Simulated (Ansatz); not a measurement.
## Run report: HfO2, geometry relaxation (part 1 of 2)

- system: HfO2 (Fm-3m, 3 atoms in the cell)
- method: DFT PBE+D3(BJ), scalar-relativistic, plane waves, PAW, no spin polarisation (Ansatz 0.2.0)

The structure derives from an entry of the Crystallography Open Database.

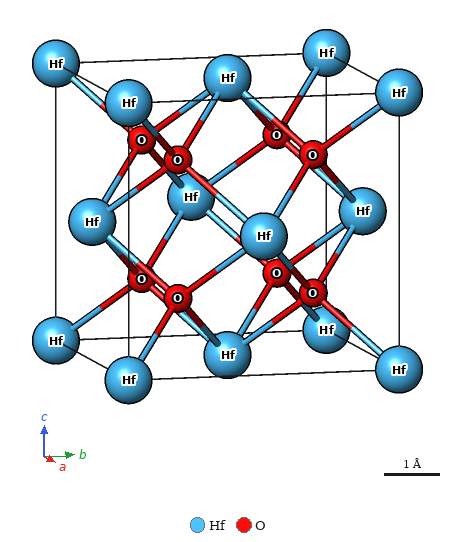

Fig. 1: The structure as given in the input (ball-and-stick view of the cell 4 times as large as that of the calculation, set on its symmetry axes, seen slightly off an axis). An atom can appear more than once, as a periodic image. Near neighbours in the periodic cell (some may lie outside the picture): Hf has 8 O at 2.21 Å; O has 4 Hf at 2.21 Å.

**Input file**
```yaml
crystal:
  lattice:
    - [0.0, 2.5575, 2.5575]
    - [2.5575, 0.0, 2.5575]
    - [2.5575, 2.5575, 0.0]
  atoms:
    - { symbol: Hf, position: [0.0, 0.0, 0.0] }
    - { symbol: O, position: [0.25, 0.25, 0.25] }
    - { symbol: O, position: [0.75, 0.75, 0.75] }
basis:
  ecutwfc: 420
kpoints:
  mp_grid: { grid: [8, 8, 8] }
hamiltonian:
  xc: pbe
  dispersion: d3bj
scf:
  occupations: { method: gaussian, width: 0.02 }
output:
  forces: true
  stress: true
  eigenvalues: true
  write_density: true
  write_potential: true
  elf: true
  volumetric_format: npy
relax:
  adjacent_minimum: "off"
  f_tol: 0.005
  max_steps: 80
  cell: { stress_tol: 0.05 }
```

Run on 4 threads of Arm Neoverse V1, 24 GiB of memory available, shared host.

Run as:
```bash
ansatz run input.yaml --threads 4 --pin off --max-ram 10240MiB --backend cpu --events-out ev --progress --plain --runs-dir out
```

**What the program printed**
```
Engine: ansatz 0.2.0, aarch64-unknown-linux-gnu
Pseudopotentials: kind: paw
Pseudopotential: Hf, paw, valence charge 26, recommended cutoff 420 eV (normal), Hf.paw.azcp
Pseudopotential: O, paw, valence charge 6, recommended cutoff 420 eV (normal), O.paw.azcp
Functional definition: PBE
  parameter kappa = 0.804
  parameter beta = 0.06672455060314922
  exchange = pbe_x(kappa = kappa, mu = beta*pi^2/3)
  correlation = pbe_c(beta = beta)
Crystal: 3 atoms, lattice volume = 33.456 Å³
Basis set: ecut = 420 eV, 645 PW (Γ), exchange–correlation on 50×50×50 points (8 copies of the dense FFT grid, shifted against one another)
Bands: 23, of which v1, the nominal top of the filled ones, is band 19 counted from 1 (18 counted from 0)
Symmetry: 48 space group operations
Space group: Fm-3m (ITA 225), of the structure as read, at distance tolerance 3.2e-5 Å
k-points: 29 of 512
Non-local potential: Hf, projectors of the file, l = 0: 3, l = 1: 2, l = 2: 2, l = 3: 3
Non-local potential: O, projectors of the file, l = 0: 2, l = 1: 2, l = 2: 1
PAW form: soft (Blöchl's): semilocal exchange-correlation on the pseudo side does not see the compensation charge
PAW one-centre angular grid: Hf, 590 points (default); XC on 64 Gauss nodes
PAW one-centre angular grid: O, 110 points (default); XC on 64 Gauss nodes
Initial density: superposition of atomic densities (neutral atoms: chi_scale 0, normalization atom), corrected by the library's trained network
Initial wavefunctions: pseudopotential atomic-orbital guess
Functional: x = pbe(κ = 0.804, μ = 0.2195149727645171), c = pbe(β = 0.06672455060314922)
SCF iter   1: F=—  HF=-16862.105363 eV  |F-HF|=—  |Δ(HF+E_count)|=         —  Δρ=2.41e-3  dr2=1.40e-3  ethr=1.77e-3  ⟨swp⟩=4.9  Hψ=2468  notcnv=0
preconditioner: auto → none  [insulator: Δε(μ)=3.739 eV  Ē_g=18.148 eV  σ=0.020 eV  W_gap=1.00  n_scr=14 (ndim 8)  ℏωp=38.5 eV  f_vac=0.066  D(μ)=0.00/eV (n_scr^D=0)  ε∞_Penn≈5.5]
SCF iter   2: F=—  HF=-16862.106288 eV  |F-HF|=—  |Δ(HF+E_count)|=   9.25e-4  Δρ=1.83e-3  dr2=8.14e-4  ethr=3.69e-6  ⟨swp⟩=2.0  Hψ=1498  notcnv=0
SCF iter   3: F=—  HF=-16862.106178 eV  |F-HF|=—  |Δ(HF+E_count)|=   1.10e-4  Δρ=6.76e-4  dr2=5.74e-5  ethr=2.14e-6  ⟨swp⟩=2.0  Hψ=988  notcnv=0
SCF iter   4: F=—  HF=-16862.106461 eV  |F-HF|=—  |Δ(HF+E_count)|=   2.83e-4  Δρ=1.23e-4  dr2=4.30e-6  ethr=1.51e-7  ⟨swp⟩=2.0  Hψ=1233  notcnv=0
SCF iter   5: F=—  HF=-16862.106460 eV  |F-HF|=—  |Δ(HF+E_count)|=   8.22e-7  Δρ=5.54e-5  dr2=6.77e-7  ethr=1.13e-8  ⟨swp⟩=2.1  Hψ=860  notcnv=0
SCF iter   6: F=-16862.106460 eV  HF=-16862.106460 eV  |F-HF|=6.34e-8  |Δ(HF+E_count)|=   9.51e-8  Δρ=9.68e-6  dr2=1.59e-8  ethr=2.63e-10  ⟨swp⟩=6.2  Hψ=4694  notcnv=0
SCF 1 converged in 6 iterations: F = -16862.106460 eV  dr2 = 1.59e-8
  greatest PAW one-centre occupation: 0.999 electrons in one spin orbital (limit 2), on the Hf atom at site 0 (counted from 0), in its partial waves of l = 3
relax step   1: F+E_penalty+E_count = -16862.10646024 eV  Δ(F+E_penalty+E_count) = +0.000e0 eV  max|allowed force component| = 2.313e-18 eV/Å  Δτ_max = 0.0000 Å  P = -5.989 GPa  Ω = 33.456 Å³  (6 SCF iters, dr2 threshold 1.00e-7 eV, accepted)
Crystal: 3 atoms, lattice volume = 32.472 Å³
Basis set: ecut = 420 eV, 609 PW (Γ), exchange–correlation on 50×50×50 points (8 copies of the dense FFT grid, shifted against one another)
Initial density: handed on by an earlier stage of this run
Initial wavefunctions: those handed on with the density
iter 1 solved again at ethr=1.13e-5 eV; its pass at ethr=3.10e-3 eV (dr2=4.29e-3 eV) is discarded
SCF iter   1: F=—  HF=-16862.127331 eV  |F-HF|=—  |Δ(HF+E_count)|=         —  Δρ=4.07e-3  dr2=4.59e-3  ethr=1.13e-5  ⟨swp⟩=1.0  Hψ=3539  notcnv=0
preconditioner: auto → none  [insulator: Δε(μ)=3.807 eV  Ē_g=18.315 eV  σ=0.020 eV  W_gap=1.00  n_scr=14 (ndim 8)  ℏωp=39.1 eV  f_vac=0.064  D(μ)=0.00/eV (n_scr^D=0)  ε∞_Penn≈5.6]
SCF iter   2: F=—  HF=-16862.126182 eV  |F-HF|=—  |Δ(HF+E_count)|=   1.15e-3  Δρ=1.57e-3  dr2=7.65e-4  ethr=1.13e-5  ⟨swp⟩=2.0  Hψ=1218  notcnv=0
SCF iter   3: F=—  HF=-16862.126067 eV  |F-HF|=—  |Δ(HF+E_count)|=   1.15e-4  Δρ=9.24e-4  dr2=2.39e-4  ethr=2.01e-6  ⟨swp⟩=2.0  Hψ=1150  notcnv=0
SCF iter   4: F=—  HF=-16862.126133 eV  |F-HF|=—  |Δ(HF+E_count)|=   6.53e-5  Δρ=2.08e-4  dr2=6.66e-6  ethr=6.28e-7  ⟨swp⟩=2.0  Hψ=1102  notcnv=0
SCF iter   5: F=—  HF=-16862.126134 eV  |F-HF|=—  |Δ(HF+E_count)|=   1.25e-6  Δρ=9.43e-5  dr2=1.36e-6  ethr=1.75e-8  ⟨swp⟩=2.0  Hψ=1026  notcnv=0
SCF iter   6: F=-16862.126135 eV  HF=-16862.126135 eV  |F-HF|=2.96e-8  |Δ(HF+E_count)|=   1.50e-6  Δρ=1.21e-5  dr2=1.99e-8  ethr=7.89e-10  ⟨swp⟩=9.8  Hψ=5077  notcnv=0
SCF 2 converged in 6 iterations: F = -16862.126135 eV  dr2 = 1.99e-8
  Residual-converged pass: ⟨swp⟩=1.0  Hψ=783  notcnv=0  max |occ|·‖R‖ = 6.9e-9 eV (tolerance 1.0e-8 eV)  dr2=1.99e-8  dr2_onsite=1.04e-8  max |Δocc| = 0.0e0
relax step   2: F+E_penalty+E_count = -16862.12613535 eV  Δ(F+E_penalty+E_count) = -1.968e-2 eV  max|allowed force component| = 2.043e-17 eV/Å  Δτ_max = 0.0000 Å  P = +1.524 GPa  Ω = 32.472 Å³  energy of the carried Pulay correction = +5.392e-3 eV  (6 SCF iters, dr2 threshold 3.00e-7 eV, accepted)
Crystal: 3 atoms, lattice volume = 32.667 Å³
iter 1 solved again at ethr=6.60e-7 eV; its pass at ethr=3.10e-3 eV (dr2=2.51e-4 eV) is discarded
SCF iter   1: F=—  HF=-16862.125896 eV  |F-HF|=—  |Δ(HF+E_count)|=         —  Δρ=8.41e-4  dr2=1.95e-4  ethr=6.60e-7  ⟨swp⟩=2.0  Hψ=3426  notcnv=0
preconditioner: auto → none  [insulator: Δε(μ)=3.777 eV  Ē_g=18.267 eV  σ=0.020 eV  W_gap=1.00  n_scr=14 (ndim 8)  ℏωp=39.0 eV  f_vac=0.069  D(μ)=0.00/eV (n_scr^D=0)  ε∞_Penn≈5.6]
SCF iter   2: F=—  HF=-16862.125950 eV  |F-HF|=—  |Δ(HF+E_count)|=   5.40e-5  Δρ=3.27e-4  dr2=3.38e-5  ethr=5.12e-7  ⟨swp⟩=2.0  Hψ=1102  notcnv=0
SCF iter   3: F=—  HF=-16862.125944 eV  |F-HF|=—  |Δ(HF+E_count)|=   5.54e-6  Δρ=1.88e-4  dr2=9.91e-6  ethr=8.89e-8  ⟨swp⟩=2.0  Hψ=1045  notcnv=0
SCF iter   4: F=-16862.125943 eV  HF=-16862.125943 eV  |F-HF|=1.27e-7  |Δ(HF+E_count)|=   1.39e-6  Δρ=4.19e-5  dr2=2.84e-7  ethr=7.89e-10  ⟨swp⟩=6.7  Hψ=4821  notcnv=0
SCF 3 converged in 4 iterations: F = -16862.125943 eV  dr2 = 2.84e-7
relax step   3: F+E_penalty+E_count = -16862.12594270 eV  Δ(F+E_penalty+E_count) = +1.926e-4 eV  max|allowed force component| = 2.178e-17 eV/Å  Δτ_max = 0.0000 Å  P = -0.058 GPa  Ω = 32.667 Å³  energy of the carried Pulay correction = +4.311e-3 eV  (4 SCF iters, dr2 threshold 3.00e-7 eV, accepted)
Crystal: 3 atoms, lattice volume = 32.660 Å³
iter 1 solved again at ethr=1.40e-9 eV; its pass at ethr=3.10e-3 eV (dr2=5.33e-7 eV) is discarded
SCF iter   1: F=—  HF=-16862.125881 eV  |F-HF|=—  |Δ(HF+E_count)|=         —  Δρ=5.79e-5  dr2=4.77e-7  ethr=1.40e-9  ⟨swp⟩=2.3  Hψ=3433  notcnv=0
preconditioner: auto → none  [insulator: Δε(μ)=3.781 eV  Ē_g=18.271 eV  σ=0.020 eV  W_gap=1.00  n_scr=14 (ndim 8)  ℏωp=39.0 eV  f_vac=0.069  D(μ)=0.00/eV (n_scr^D=0)  ε∞_Penn≈5.6]
SCF iter   2: F=—  HF=-16862.125984 eV  |F-HF|=—  |Δ(HF+E_count)|=   1.02e-4  Δρ=2.14e-5  dr2=1.69e-7  ethr=1.25e-9  ⟨swp⟩=2.0  Hψ=1189  notcnv=0
SCF iter   3: F=—  HF=-16862.125984 eV  |F-HF|=—  |Δ(HF+E_count)|=   2.96e-8  Δρ=1.23e-5  dr2=1.88e-8  ethr=4.45e-10  ⟨swp⟩=2.2  Hψ=1117  notcnv=0
SCF iter   4: F=-16862.125984 eV  HF=-16862.125984 eV  |F-HF|=1.97e-9  |Δ(HF+E_count)|=   8.35e-9  Δρ=3.12e-6  dr2=1.69e-9  ethr=2.18e-11  ⟨swp⟩=7.1  Hψ=3735  notcnv=0
SCF 4 converged in 4 iterations: F = -16862.125984 eV  dr2 = 1.69e-9
relax step   4: F+E_penalty+E_count = -16862.12598351 eV  Δ(F+E_penalty+E_count) = -4.081e-5 eV  max|allowed force component| = 1.812e-17 eV/Å  Δτ_max = 0.0000 Å  P = +0.002 GPa  Ω = 32.660 Å³  energy of the carried Pulay correction = +4.351e-3 eV  (4 SCF iters, dr2 threshold 8.28e-9 eV, accepted)
Basis set: ecut = 420 eV, 609 PW (Γ), exchange–correlation on 48×48×48 points (8 copies of the dense FFT grid, shifted against one another)
Initial wavefunctions: pseudopotential atomic-orbital guess (no wavefunctions were taken with the density)
iter 1 solved again at ethr=3.24e-8 eV; its pass at ethr=3.10e-3 eV (dr2=1.23e-5 eV) is discarded
SCF iter   1: F=—  HF=-16862.122164 eV  |F-HF|=—  |Δ(HF+E_count)|=         —  Δρ=2.29e-4  dr2=2.37e-6  ethr=3.24e-8  ⟨swp⟩=3.2  Hψ=4566  notcnv=0
preconditioner: auto → none  [insulator: Δε(μ)=3.780 eV  Ē_g=18.271 eV  σ=0.020 eV  W_gap=1.00  n_scr=14 (ndim 8)  ℏωp=39.0 eV  f_vac=0.062  D(μ)=0.00/eV (n_scr^D=0)  ε∞_Penn≈5.6]
SCF iter   2: F=—  HF=-16862.122077 eV  |F-HF|=—  |Δ(HF+E_count)|=   8.68e-5  Δρ=1.12e-4  dr2=1.13e-6  ethr=6.25e-9  ⟨swp⟩=2.0  Hψ=1218  notcnv=0
SCF iter   3: F=—  HF=-16862.122078 eV  |F-HF|=—  |Δ(HF+E_count)|=   7.44e-7  Δρ=5.95e-5  dr2=3.21e-7  ethr=2.98e-9  ⟨swp⟩=2.0  Hψ=1113  notcnv=0
SCF iter   4: F=—  HF=-16862.122078 eV  |F-HF|=—  |Δ(HF+E_count)|=   1.74e-7  Δρ=1.23e-5  dr2=1.74e-8  ethr=8.44e-10  ⟨swp⟩=2.0  Hψ=1102  notcnv=0
SCF iter   5: F=—  HF=-16862.122078 eV  |F-HF|=—  |Δ(HF+E_count)|=   8.51e-9  Δρ=2.99e-6  dr2=6.63e-10  ethr=4.58e-11  ⟨swp⟩=2.2  Hψ=1125  notcnv=0
SCF iter   6: F=—  HF=-16862.122078 eV  |F-HF|=—  |Δ(HF+E_count)|=   1.11e-9  Δρ=6.37e-7  dr2=5.76e-11  ethr=1.75e-12  ⟨swp⟩=2.0  Hψ=1155  notcnv=0
SCF iter   7: F=-16862.122078 eV  HF=-16862.122078 eV  |F-HF|=7.28e-12  |Δ(HF+E_count)|=  5.09e-11  Δρ=1.42e-7  dr2=3.09e-12  ethr=1.00e-12  ⟨swp⟩=5.6  Hψ=3172  notcnv=0
SCF 5 converged in 7 iterations: F = -16862.122078 eV  dr2 = 3.09e-12
relax step   5: F+E_penalty+E_count = -16862.12207797 eV  Δ(F+E_penalty+E_count) = +3.906e-3 eV  max|allowed force component| = 1.561e-17 eV/Å  Δτ_max = 0.0000 Å  P = -0.196 GPa  Ω = 32.660 Å³  stress off target by 1.96e-1 GPa  SCF on the basis re-selected at this cell (its energy is not comparable with the rows above)  (7 SCF iters)
basis re-selected at this cell: Δ(F+E_penalty+E_count) = +3.906e-3 eV, ΔP = -0.198 GPa vs the last step (what re-selecting the basis moved, of the pressure what is left beyond the Pulay correction that the steps carried, after the strain that the cell walked since its last selection, with what the two solves' SCF thresholds leave and, on support functions, any second-order correction that the steps lacked; it is no measure of the basis error at this ecutwfc). The dense FFT grid was sized anew with the basis: this SCF ran on 24×24×24 points, the steps before it on 25×25×25, so part of this shift can come from that change (see relax.cell in the input reference). This SCF's stress stands 1.96e-1 GPa from its target on what of the cell is left free (relax.cell.stress_tol is 5.00e-2 GPa) and its largest allowed force component is 1.56e-17 eV/Å (relax.f_tol is 5.00e-3 eV/Å): not within both, so this SCF does not close the relaxation
Crystal: 3 atoms, lattice volume = 32.637 Å³
iter 1 solved again at ethr=9.74e-9 eV; its pass at ethr=3.10e-3 eV (dr2=3.70e-6 eV) is discarded
SCF iter   1: F=—  HF=-16862.122310 eV  |F-HF|=—  |Δ(HF+E_count)|=         —  Δρ=1.03e-4  dr2=2.88e-6  ethr=9.74e-9  ⟨swp⟩=2.0  Hψ=3427  notcnv=0
preconditioner: auto → none  [insulator: Δε(μ)=3.783 eV  Ē_g=18.274 eV  σ=0.020 eV  W_gap=1.00  n_scr=14 (ndim 8)  ℏωp=39.0 eV  f_vac=0.062  D(μ)=0.00/eV (n_scr^D=0)  ε∞_Penn≈5.6]
SCF iter   2: F=—  HF=-16862.122225 eV  |F-HF|=—  |Δ(HF+E_count)|=   8.51e-5  Δρ=4.38e-5  dr2=5.99e-7  ethr=7.58e-9  ⟨swp⟩=2.0  Hψ=1189  notcnv=0
SCF iter   3: F=—  HF=-16862.122225 eV  |F-HF|=—  |Δ(HF+E_count)|=   1.17e-7  Δρ=2.25e-5  dr2=1.40e-7  ethr=1.58e-9  ⟨swp⟩=2.0  Hψ=1053  notcnv=0
SCF iter   4: F=-16862.122225 eV  HF=-16862.122225 eV  |F-HF|=4.11e-9  |Δ(HF+E_count)|=   1.70e-8  Δρ=4.70e-6  dr2=7.57e-9  ethr=2.52e-10  ⟨swp⟩=8.2  Hψ=4335  notcnv=0
SCF 6 converged in 4 iterations: F = -16862.122225 eV  dr2 = 7.57e-9
relax step   6: F+E_penalty+E_count = -16862.12222458 eV  Δ(F+E_penalty+E_count) = -1.466e-4 eV  max|allowed force component| = 1.311e-17 eV/Å  Δτ_max = 0.0000 Å  P = -0.010 GPa  Ω = 32.637 Å³  energy of the carried Pulay correction = +1.315e-4 eV  (4 SCF iters, dr2 threshold 9.59e-8 eV, accepted)
iter 1 solved again at ethr=3.34e-8 eV; its pass at ethr=3.10e-3 eV (dr2=1.27e-5 eV) is discarded
SCF iter   1: F=—  HF=-16862.122175 eV  |F-HF|=—  |Δ(HF+E_count)|=         —  Δρ=1.05e-5  dr2=1.76e-8  ethr=3.34e-8  ⟨swp⟩=3.2  Hψ=4548  notcnv=0
preconditioner: auto → none  [insulator: Δε(μ)=3.782 eV  Ē_g=18.274 eV  σ=0.020 eV  W_gap=1.00  n_scr=14 (ndim 8)  ℏωp=39.0 eV  f_vac=0.062  D(μ)=0.00/eV (n_scr^D=0)  ε∞_Penn≈5.6]
SCF iter   2: F=—  HF=-16862.122087 eV  |F-HF|=—  |Δ(HF+E_count)|=   8.75e-5  Δρ=8.22e-6  dr2=9.25e-9  ethr=4.63e-11  ⟨swp⟩=3.2  Hψ=1650  notcnv=0
SCF iter   3: F=—  HF=-16862.122087 eV  |F-HF|=—  |Δ(HF+E_count)|=   1.28e-9  Δρ=4.10e-6  dr2=1.45e-9  ethr=2.44e-11  ⟨swp⟩=2.0  Hψ=1063  notcnv=0
SCF iter   4: F=—  HF=-16862.122087 eV  |F-HF|=—  |Δ(HF+E_count)|=   1.70e-9  Δρ=1.51e-6  dr2=2.57e-10  ethr=3.83e-12  ⟨swp⟩=2.0  Hψ=1161  notcnv=0
SCF iter   5: F=—  HF=-16862.122087 eV  |F-HF|=—  |Δ(HF+E_count)|=  2.51e-10  Δρ=6.51e-7  dr2=1.26e-10  ethr=1.00e-12  ⟨swp⟩=2.0  Hψ=1149  notcnv=0
SCF iter   6: F=-16862.122087 eV  HF=-16862.122087 eV  |F-HF|=1.46e-11  |Δ(HF+E_count)|=  1.82e-11  Δρ=1.92e-7  dr2=9.56e-12  ethr=1.00e-12  ⟨swp⟩=4.8  Hψ=3252  notcnv=0
SCF 7 converged in 6 iterations: F = -16862.122087 eV  dr2 = 9.56e-12
relax step   7: F+E_penalty+E_count = -16862.12208728 eV  Δ(F+E_penalty+E_count) = +1.373e-4 eV  max|allowed force component| = 1.022e-17 eV/Å  Δτ_max = 0.0000 Å  P = -0.014 GPa  Ω = 32.637 Å³  stress off target by 1.43e-2 GPa  SCF on the basis re-selected at this cell (its energy is not comparable with the rows above)  (6 SCF iters)
```

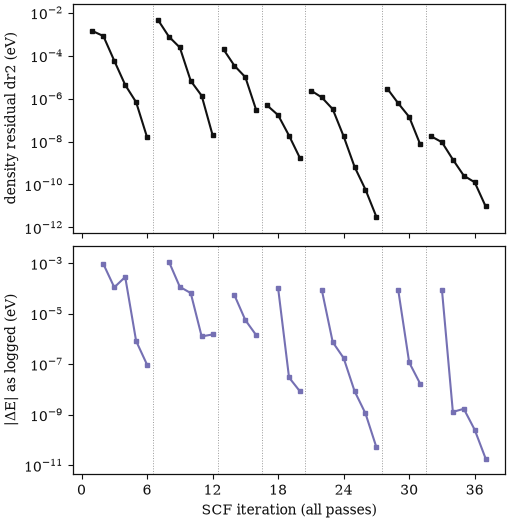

Fig. 2: Convergence of the self-consistent field: density residual dr2 and size of the energy change against the SCF iteration. The dotted lines part the SCF passes of the relaxation: geometry steps, rejected trials and re-solves on a re-selected basis. The 7 passes take 4 to 7 iterations each, 37 in all.

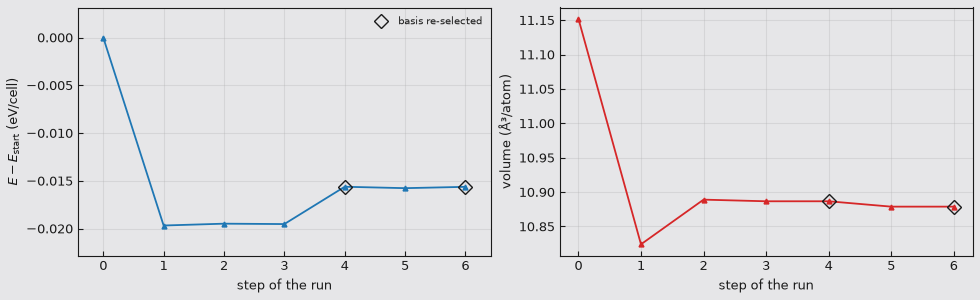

Fig. 3: Progress of the relaxation, step by step (the first geometry is step 0 here and step 1 in the log).
